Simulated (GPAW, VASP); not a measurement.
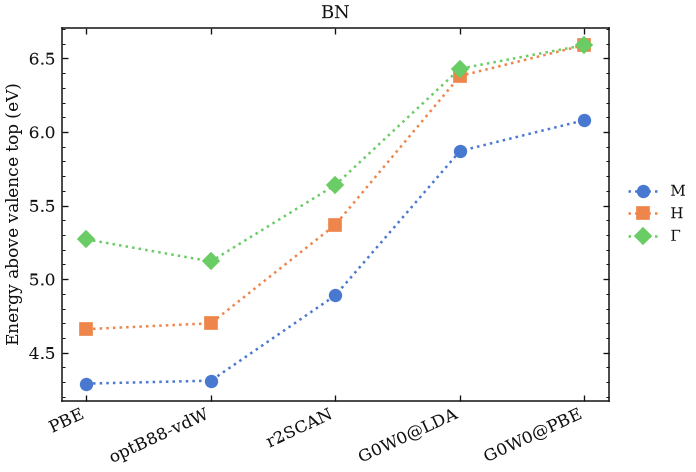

Lowest conduction level at each named k point, counted from the valence-band top at H, by several methods on one cell of layered hexagonal BN, space group P6_3/mmc, 4 atoms in the cell; a = 2.498 Å, c = 6.636 Å (hexagonal axes). All runs are without spin-orbit coupling and carry no moments. The cell is at 5 GPa in PBE. In some of the methods the smallest gap lies off these points.

### How do the methods rank at M?

From low to high: PBE 4.29, optB88-vdW 4.31, r2SCAN 4.89, G0W0@LDA 5.87, G0W0@PBE 6.08 eV. Too close to rank are PBE against optB88-vdW.

### Do the methods agree on which of these conduction levels is lowest?

Yes: all put it at M.

| method | program | M (eV) | H (eV) | Γ (eV) |
| --- | --- | --- | --- | --- |
| PBE | VASP | 4.29 | 4.66 | 5.27 |
| optB88-vdW | VASP | 4.31 | 4.70 | 5.12 |
| r2SCAN | VASP | 4.89 | 5.37 | 5.64 |
| G0W0@LDA | VASP | 5.87 | 6.38 | 6.43 |
| G0W0@PBE | GPAW | 6.08 | 6.59 | 6.59 |

Settings. PBE: VASP PAW PBE potentials, release 64 (N, B), 12×12×4 k mesh, 520 eV cutoff, Gaussian smearing of 0.02 eV (VASP 6.6.1). optB88-vdW: VASP PAW PBE potentials, release 64 (N, B), 12×12×4 k mesh, 520 eV cutoff, Fermi-Dirac smearing of 0.05 eV (VASP). r2SCAN: VASP PAW PBE potentials, release 64 (N, B), 12×12×4 k mesh, 520 eV cutoff, Gaussian smearing of 0.02 eV (VASP 6.6.1). G0W0@LDA: LDA, VASP PAW LDA potentials, release 64 (N_GW, B_GW), 6×6×2 k mesh, 500 eV cutoff, Gaussian smearing of 0.01 eV (VASP), G0W0 with GW iterations 1, cutoff of the response function 200 eV, frequency points 50 and empty bands 230. G0W0@PBE: PBE, GPAW PAW data sets (gpaw-data 1.2.1), 6×6×2 k mesh, 600 eV cutoff, Fermi-Dirac smearing of 0.001 eV (GPAW 26.7.0), G0W0 with response cutoff 200 eV, frequency model plasmon pole and response bands 230, extrapolated in the response cutoff.

These are five of the 16 methods that were run on this cell. Runs that lie over 0.07 eV from the median of the programs for their method weren't drawn. The runs come from different programs and meshes, which adds differences of its own. LDA, GGA and most meta-GGA functionals understate gaps. optB88-vdW and r2SCAN: the PAW data sets were made with another functional. G0W0@LDA and G0W0@PBE: the k mesh is coarse, so the values aren't converged. G0W0@LDA: bands, screening cutoff and mesh are small and nothing is extrapolated, so the quasiparticle values aren't converged. G0W0@PBE: the quasiparticle gap is taken among the few k points that were corrected. G0W0@PBE: the long-wavelength limit can be off by a per cent or two. Over all k points computed the smallest gap is 4.84 eV in r2SCAN. The GW runs differ in bands or cutoffs. The GW values that aren't extrapolated fall short of the basis limit.
